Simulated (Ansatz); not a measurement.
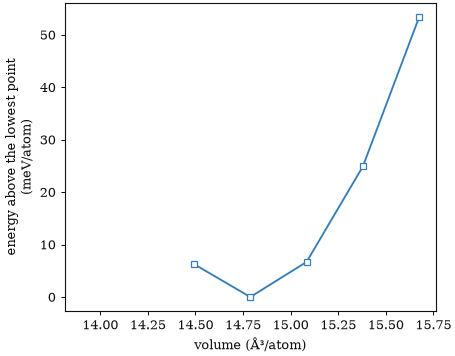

The plot gives the computed energy above the lowest point against volume for Os, space group Im-3m (No. 229) (one of a set of cubic test structures, which need not be the stable phase).

Calculation (Ansatz 0.2.0 development build): equation of state of a cubic crystal from periodic Kohn-Sham density functional theory without spin, third-order Birch-Murnaghan fit to the free energies; pressure corrected for the finite basis. Level: PBE.

- structure type: bcc
- atoms in cell: 1
- space group number: 229
- lattice centring: body-centred primitive
- k mesh: 25×25×25
- occupation method: Fermi–Dirac
- occupation width: 0.06123 eV
- wave cutoff: 420 eV
- datasets: soft-1 PAW
- density tolerance: 1e−07 eV
- bands: 12
- density cutoff ratio: 4
- search for lower states: default

The points at volume 13.90 Å³/atom and 14.20 Å³/atom are left out of the plot. What values does the calculation give there?

| volume (Å³/atom) | energy above the lowest point (meV/atom) |
| --- | --- |
| 13.90 | 64.3 |
| 14.20 | 27.1 |

Limits of the calculation: cubic model structure, not the ambient form.
